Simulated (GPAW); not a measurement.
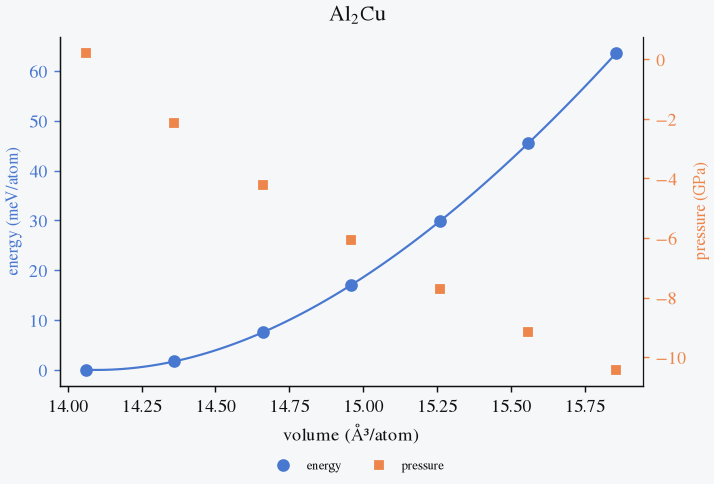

Computed with GPAW 26.7.0: PAW DFT in plane waves, on a grid or in atomic orbitals, no spin polarisation; energies at scaled volumes of the given cell, shape and fractions fixed, counted from the fit's minimum, third-order Birch-Murnaghan fit. Level: LDA.

- k mesh: 6×6×6
- occupations: Fermi–Dirac
- smearing width: 0.05 eV
- potentials: GPAW PAW data sets (gpaw data 1.2.1)
- wave cutoff: 600 eV
- program settings: basis pw

Cell as given: a = 4.935 Å, b = 4.935 Å, c = 4.935 Å, α = 104.13°, β = 104.13°, γ = 120.77°; 6 atoms.

**Figure.** Energy and pressure against volume for Al₂Cu, space group I4/mcm (No. 140).

A third-order Birch–Murnaghan fit gives V0 = 14.10 Å³/atom, B0 = 116 GPa and B′ = 4.7. The energy rises from 0.03 meV/atom at volume 14.06 Å³/atom to 63.64 meV/atom at 15.86 Å³/atom. The pressure falls from 0.22 GPa at volume 14.06 Å³/atom to −10.43 GPa at 15.86 Å³/atom, and changes sign near 14.09 Å³/atom.

Note: the minimum lies near the end of the range; shape and atomic fractions are frozen while scaling, which makes layered, chain and framework solids too stiff.

Input file:
```
from ase import Atoms
from ase.eos import EquationOfState
from ase.io import Trajectory
from ase.units import GPa
from gpaw import GPAW, PW

atoms = Atoms(['Cu', 'Cu', 'Al', 'Al', 'Al', 'Al'],
              cell=[[-3.0335, 3.0335, 2.4385],
                    [3.0335, -3.0335, 2.4385],
                    [3.0335, 3.0335, -2.4385]],
              scaled_positions=[[0.25, 0.25, 0.0],
                                [0.75, 0.75, 0.0],
                                [0.3419, 0.1581, 0.5],
                                [0.8419, 0.3419, 0.1838],
                                [0.6581, 0.8419, 0.5],
                                [0.1581, 0.6581, 0.8162]],
              pbc=True)

traj = Trajectory('eos.traj', 'w')
volumes, energies = [], []
for x in [0.94, 0.96, 0.98, 1.0, 1.02, 1.04, 1.06]:
    a = atoms.copy()
    a.set_cell(atoms.cell * x**(1 / 3), scale_atoms=True)
    calc = GPAW(mode=PW(600),
                xc='LDA',
                kpts={'size': (6, 6, 6), 'gamma': True},
                occupations={'name': 'fermi-dirac', 'width': 0.05},
                nbands=35,
                convergence={'density': 1e-05, 'energy': 1e-05},
                maxiter=150,
                txt=f'eos-{x:.2f}.txt')
    a.calc = calc
    energies.append(a.get_potential_energy(force_consistent=True))
    volumes.append(a.get_volume())
    p = -a.get_stress()[:3].mean() / GPa
    calc.write(f'eos-{x:.2f}.gpw')
    traj.write(a)
    print(f'{x:.2f} {volumes[-1]:10.4f} A^3 {energies[-1]:14.6f} eV {p:9.3f} GPa', flush=True)

v0, e0, B = EquationOfState(volumes, energies, eos='birchmurnaghan').fit()
print(f'V0 = {v0:.4f} A^3, E0 = {e0:.6f} eV, B0 = {B / GPa:.2f} GPa')
```

Launched with:
```bash
OMP_NUM_THREADS=1 python run.py
```
